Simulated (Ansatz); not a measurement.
**HfC: 6 runs along one coordinate**

System: HfC (2 atoms in the cell).
Method: Kohn-Sham DFT of a periodic cell, r2SCAN, Ansatz PAW, no spin polarisation (Ansatz 0.2.0).

The 6 runs differ only in the geometry, by an even scaling of the cell at fixed fractional positions. The structure derives from an entry of the Crystallography Open Database.

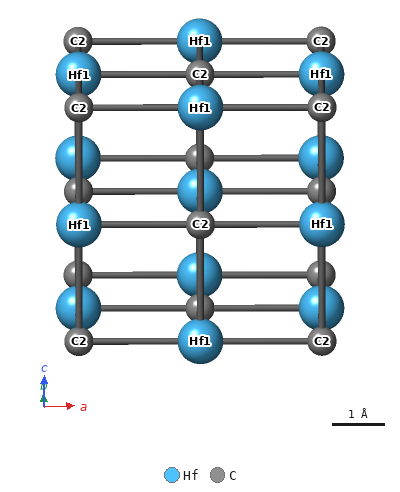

Figure 1. The structure of run 4 (ball-and-stick view of the cell 4 times as large as that of the calculation, set on its symmetry axes, seen at an oblique angle; atoms are numbered from 1 in the order of the input).

## Input of run 4
```yaml
crystal:
  lattice:
    - [0.0, 2.3403977997, 2.3403977997]
    - [2.3403977997, 0.0, 2.3403977997]
    - [2.3403977997, 2.3403977997, 0.0]
  atoms:
    - { symbol: Hf, position: [0.5, 0.5, 0.5] }
    - { symbol: C, position: [0.0, 0.0, 0.0] }
hamiltonian:
  xc: r2scan
  pseudopotentials: { kind: paw }
kpoints:
  mp_grid: { grid: [10, 10, 10] }
scf:
  occupations: { method: fermi_dirac, width: 0.05 }
output:
  forces: true
  stress: true
  eigenvalues: true
```

Command:
```bash
ansatz run input.yaml --threads 2 --pin off --max-ram 5632MiB --backend cpu --events-out ev --progress --plain --runs-dir out
```

Run 2 differs from it as follows:
```diff
-    - [0.0, 2.3403977997, 2.3403977997]
-    - [2.3403977997, 0.0, 2.3403977997]
-    - [2.3403977997, 2.3403977997, 0.0]
+    - [0.0, 2.309395503, 2.309395503]
+    - [2.309395503, 0.0, 2.309395503]
+    - [2.309395503, 2.309395503, 0.0]
```

## Results, with one run withheld

```tsv
run	volume per atom (Å³)	free energy per atom, from the lowest run given (meV)	pressure (GPa)
1	12.065	11.65	9.17
2	12.317	?	?
3	12.568	0.00	−1.40
4	12.819	5.83	−5.96
5	13.071	18.47	−10.09
6	13.322	37.29	−13.84
```

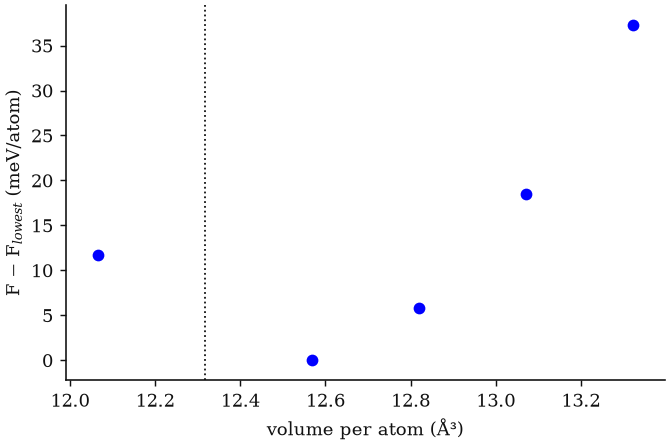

Figure 2. Free energy per atom of the runs given; the dotted line marks run 2.

Estimate the energy of run 2 from the others.

A cubic polynomial in V^(−2/3) (the Birch–Murnaghan form), fitted to the 5 runs given, misses them by at most 0.02 meV per atom. With x = V^(−2/3) − 0.18317 Å⁻², it reads F = 3.6961 − 3159.8 x + 6.2401e+05 x² − 3.5066e+05 x³ (meV per atom). At run 2 it gives 1.68 meV per atom, and the run itself gives 1.68. The slope of the fit gives a pressure −dF/dV of 3.61 GPa there, and the run prints 3.63 GPa. The fit has its minimum at 12.496 Å³ per atom, where V d²F/dV² gives 244 GPa: the bulk modulus at this level, since symmetry fixes the shape and the positions.

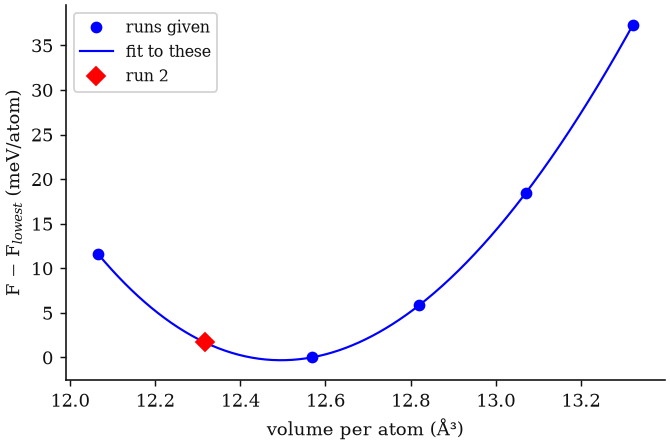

Figure 3. The fit and the withheld run.

## Output, shortened to warnings, some set-up lines, iterations and results (run 2)
```
Basis set: ecut = 500 eV, 609 PW (Γ), exchange–correlation on 96×96×96 points (64 copies of the dense FFT grid, shifted against one another)
Symmetry: 48 space group operations
k-points: 47 of 1000
Initial density: superposition of atomic densities (neutral atoms: chi_scale 0, normalization atom), corrected by the library's trained network
[...]
SCF iter   1: F=—  HF=-15986.863340 eV  |F-HF|=—  |Δ(HF+E_count)|=         —  Δρ=9.59e-3  dr2=1.55e-2  dr2_τ=1.42e-1  ethr=1.77e-3  ⟨swp⟩=4.7  Hψ=3582  notcnv=0
SCF iter   2: F=—  HF=-15986.896306 eV  |F-HF|=—  |Δ(HF+E_count)|=   3.30e-2  Δρ=6.43e-3  dr2=1.12e-2  dr2_τ=8.70e-4  ethr=5.17e-5  ⟨swp⟩=2.0  Hψ=2162  notcnv=0
SCF iter   3: F=—  HF=-15986.895560 eV  |F-HF|=—  |Δ(HF+E_count)|=   7.46e-4  Δρ=3.75e-3  dr2=1.81e-3  dr2_τ=5.09e-4  ethr=3.74e-5  ⟨swp⟩=2.0  Hψ=1580  notcnv=0
SCF iter   4: F=—  HF=-15986.895814 eV  |F-HF|=—  |Δ(HF+E_count)|=   2.54e-4  Δρ=1.72e-3  dr2=5.06e-4  dr2_τ=5.23e-5  ethr=6.04e-6  ⟨swp⟩=2.0  Hψ=1210  notcnv=0
SCF iter   5: F=—  HF=-15986.895933 eV  |F-HF|=—  |Δ(HF+E_count)|=   1.19e-4  Δρ=5.13e-4  dr2=3.48e-5  dr2_τ=3.32e-6  ethr=1.69e-6  ⟨swp⟩=2.0  Hψ=1177  notcnv=0
SCF iter   6: F=—  HF=-15986.895947 eV  |F-HF|=—  |Δ(HF+E_count)|=   1.49e-5  Δρ=1.11e-4  dr2=2.22e-6  dr2_τ=1.42e-7  ethr=1.16e-7  ⟨swp⟩=2.4  Hψ=1445  notcnv=0
SCF iter   7: F=-15986.895949 eV  HF=-15986.895949 eV  |F-HF|=2.86e-8  |Δ(HF+E_count)|=   1.18e-6  Δρ=1.97e-5  dr2=7.94e-8  dr2_τ=7.44e-9  ethr=3.33e-10  ⟨swp⟩=3.8  Hψ=3880  …
SCF 1 converged in 7 iterations: F = -15986.895949 eV  dr2 = 7.94e-8
SCF converged after 7 iterations
Free energy (F): -15986.895949 eV
Harris-Foulkes:  -15986.895949 eV  (|F-HF|=2.86e-8)
Internal energy: -15986.893771 eV  (E = F + TS)
E sigma→0 (E₀):  -15986.894860 eV
Entropy (-TS):   -0.002178 eV (-1.089 meV/atom)
Fermi energy:    20.596711 eV
--- Per-component energies (eV) ---
  E_band       = 108.609128
  E_kinetic    = 513.656376
  E_local      = -4935.234090  (includes V_loc(G=0)·N_el)
  E_nonlocal   = -1221.373561
  E_hartree    = 2340.311268
  E_xc         = -332.301447
  E_vxc        = -360.419639  (∫ρ·V_xc dr)
  E_paw        = -7053.243730  (= ΣΔE_a)
  E_vpaw       = 1413.716022  (= ΣTr[D̂ρ^β])
  E_aug_tail   = 0.000003  (compensation charges beyond the density's cutoff)
  E_vtau       = 17.649901  (kinetic-family band-sum trace: ∫τ·v_τ [+ j·A + Jᵃ·Aᵃ] dr)
  E_ewald      = -5299.005336
  E_core_change = 0.296748  (= ΣΔE_core)
  E_smearing   = -0.002178  (= −TS)
  E_closure    = 0.000000  (closes the sum)
  Σ components = -15986.895949   (vs F -15986.895949, Δ=0.00e0)
--- Forces (eV/Å), atoms counted from 1 ---
  atom   1  Hf     0.00000000    -0.00000000    -0.00000000
  atom   2  C     -0.00000000     0.00000000     0.00000000
  max |Σ_I F_I| component: 9.85e-29 eV/Å
--- Stress (GPa, compression-positive) ---
        3.628267       0.000000      -0.000000
        0.000000       3.628267       0.000000
       -0.000000      -0.000000       3.628267
  P = ⅓ Tr σ = 3.6283 GPa (36.283 kbar)
```

Notes: Spin–orbit coupling is left out, which matters for Hf.
